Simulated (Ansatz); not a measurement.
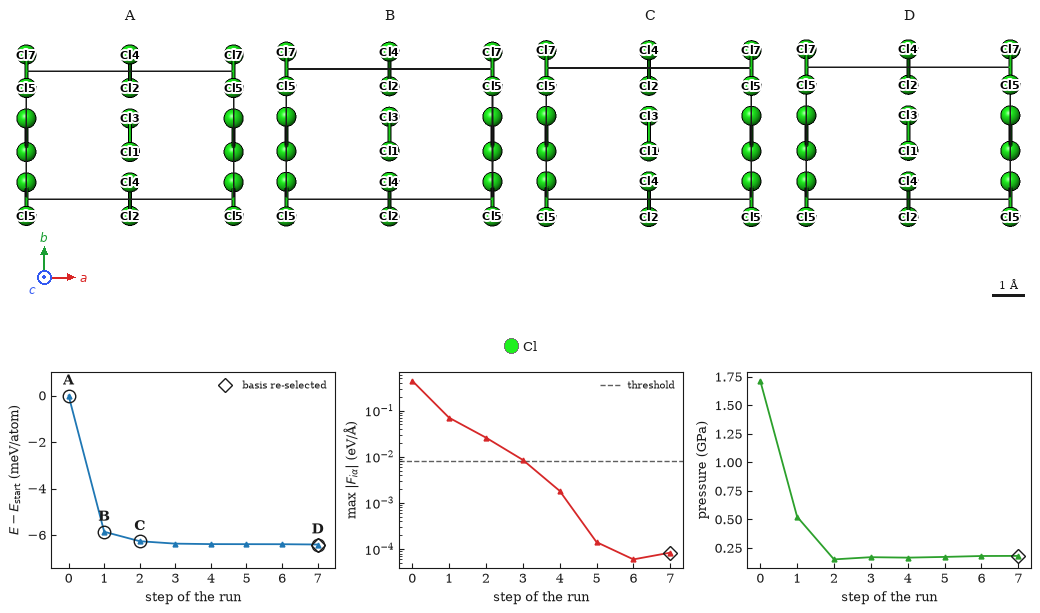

Frames of a relaxation of solid Cl (set up in Cmce), marked on the history of the run. Style: ball-and-stick. Shown: the cell of the calculation, along the c axis.

Case: uniaxial strain along c of -4.5 %; a, b and atoms relaxed.

All numbers below come from Ansatz, DFT PBE+D3(BJ), scalar-relativistic, plane waves, PAW. (plane-wave cutoff 420 eV; k-point mesh 4 × 8 × 4; occupations gaussian; smearing width 0.02 eV; no spin polarisation; cell relaxed at fixed c, angles; force threshold 0.008 eV/Å; at most 40 steps)

Describe the path.

The largest moves relative to the cell, 0.013 Å, are those of Cl atoms. The drawn cell changes as follows: a 6.666 → 6.561 Å (−1.6 %), b 4.115 → 4.250 Å (+3.3 %), c unchanged at 7.728 Å; the volume changes by +1.7 %. Near-neighbour distances that change, for instance: Cl–Cl 2.001 → 2.033 Å. The space group stays Cmce (No. 64). The energy falls by 6.4 meV per atom in 6 accepted moves (7 points after the start). Largest force component: 0.44 eV/Å at the start, under 0.0001 eV/Å at the end. The pressure goes from 1.72 to 0.18 GPa. At 1 point the geometry stayed and the basis and grid were re-selected for the new cell (energy shift of less than 0.05 meV per atom at most each time). The run took 2.1 min on 1 thread of Intel(R) Xeon(R) Platinum 8259CL CPU @ 2.50GHz (Skylake/Cascade Lake), on a shared host, peak memory 0.63 GiB. From step 0 to 1: volume +1.2 %, energy −5.9 meV per atom. From step 1 to 2: volume +0.2 %, energy −0.4 meV per atom. From step 2 to 7: volume +0.2 %, energy −0.1 meV per atom.
